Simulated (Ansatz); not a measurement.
System: Sb, space group R-3 (No. 148).

The given structure:
```yaml
crystal:
  lattice:
    - [5.60892, 3.23831, 1.94387]
    - [-5.60892, 3.23831, 1.94387]
    - [0.00000, -6.47662, 1.94387]
  atoms:
    - { symbol: Sb, position: [0.43921, 0.26570, 0.98843] }
    - { symbol: Sb, position: [0.98843, 0.43921, 0.26570] }
    - { symbol: Sb, position: [0.26570, 0.98843, 0.43921] }
    - { symbol: Sb, position: [0.56079, 0.73430, 0.01157] }
    - { symbol: Sb, position: [0.01157, 0.56079, 0.73430] }
    - { symbol: Sb, position: [0.73430, 0.01157, 0.56079] }
```

How it was computed, with Ansatz 0.2.0: elastic stress-strain coefficients at zero temperature from small strains of the given cell, Voigt order xx yy zz yz xz xy, Cartesian axes of the cell vectors; plane waves with PAW datasets, Γ-centred k mesh. Level: PBE, no spin polarisation.

- wave cutoff: 420 eV
- k mesh: 6×6×6
- occupations: fixed
- ions: relaxed
- strain amplitude: 0.002

What does the calculation give for the Young's modulus as a surface whose radius and colour give its value in each direction?

Over all directions E runs from 12.6 to 39.6 GPa, a ratio of 3.1, a strong anisotropy; the crystal is close to a mechanical instability, so the softest values aren't well resolved. E is 13.2 GPa along x, 13.2 GPa along y and 28.9 GPa along z, and 24.2 GPa along the body diagonal x + y + z. The Hill averages are K = 15.8 GPa and G = 9.2 GPa, Poisson's ratio 0.26; K/G = 1.72.

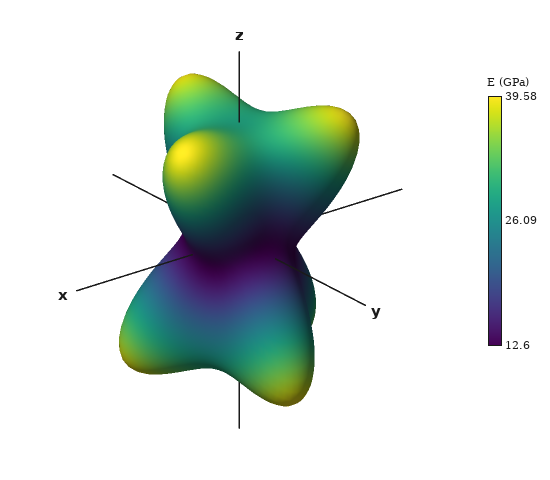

Caveats: a crossing between the sampled k points may be missed.
